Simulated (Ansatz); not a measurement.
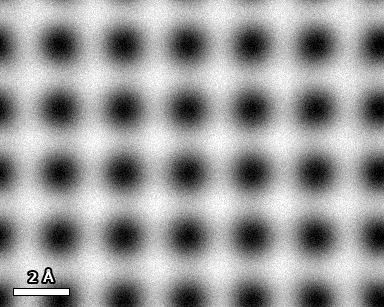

HRTEM-like image of Ti (Im-3m, No. 229). Simulated in the weak-phase-object approximation with neutral-atom potentials: 300 kV, Cs = 0.50 mm, defocus −376 Å (negative is underfocus), defocus spread 20 Å, aperture 0.61 1/Å. Shot noise was added. Model: the input geometry of a calculation; the starting structure was generated, so it need not be a known form of this composition.

```
CELL_PARAMETERS angstrom
3.28057 0.00000 0.00000
0.00000 3.28057 0.00000
0.00000 0.00000 3.28057
ATOMIC_POSITIONS crystal
Ti 0.00000 0.00000 0.00000
Ti 0.50000 0.50000 0.50000
```

### Along which zone axis is the crystal seen: [001], [110], [221] or [210]? (Directions equivalent by symmetry count as one.)

[001]. The projected cells are 2.32 × 2.32 Å, 90° for [001]; 1.64 × 2.32 Å, 90° for [110]; 0.77 × 2.32 Å, 90° for [221]; 1.47 × 1.80 Å, 114° for [210], and the image repeats as the [001] one does.
